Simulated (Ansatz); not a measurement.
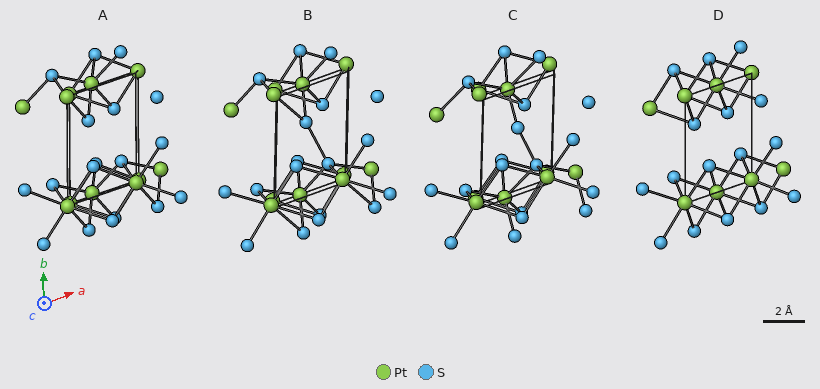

4 geometries from one relaxation of a crystal of PtS$_{2}$ (built on the MoS2-160 type type), in shuffled order. A ball-and-stick model of the cell of the calculation, reduced to other axes, seen along the c axis. Lengths and directions refer to the drawn axes.

Case: shaken.

Method: Ansatz 0.2.0, DFT, PBEsol, plane waves, PAW. Set-up: plane-wave cutoff 420 eV; k-point mesh 6 × 6 × 4; occupations fermi dirac; smearing width 0.05 eV; no spin polarisation; cell and atoms relaxed; force threshold 0.01 eV/Å; at most 120 steps.

> Order the frames from highest to lowest energy.

D, A, B, C. They are steps 0, 14, 19, 31, at +194 meV per atom, +138 meV per atom, +52.6 meV per atom relative to the last. The largest move relative to the cell is that of an S atom, 1.24 Å along [3 −1 0]. Largest moves by element: S 1.24 Å, Pt 0.62 Å. The drawn cell changes as follows: a 3.456 → 3.684 Å (+6.6 %), b 5.329 → 5.359 Å (+0.6 %), c 6.009 → 5.970 Å (−0.6 %), α 79.1° → 83.5°, β 89.8° → 90.7°, γ 71.2° → 69.0°; the volume changes by +6.3 %. Some distances before and after: Pt–S 2.498 → 4.208 Å, S–S 2.901 → 4.059 Å, Pt–S 2.455 → 3.499 Å, Pt–Pt 3.498 → 2.665 Å. Bonds break: Pt–S (2.45 → 3.50 Å), Pt–S (2.50 → 4.21 Å). Among the angles between lasting bonds that change: S–Pt–S 133.7° → 93.8°, S–Pt–S 132.9° → 169.6°, S–Pt–S 129.7° → 99.5°. The space group stays P1 (No. 1). After 27 accepted moves (31 points after the start) the energy has fallen by 194 meV per atom. Largest force component: 0.19 eV/Å at the start, 0.0079 eV/Å at the end. The pressure goes from −0.18 to 0.02 GPa. The line search rejected the trial steps at points 15, 22, 24 of the run. The SCF was repeated once at an unchanged geometry on a basis and grid sized afresh for the cell, which shifted the energy by 0.3 meV per atom at most.
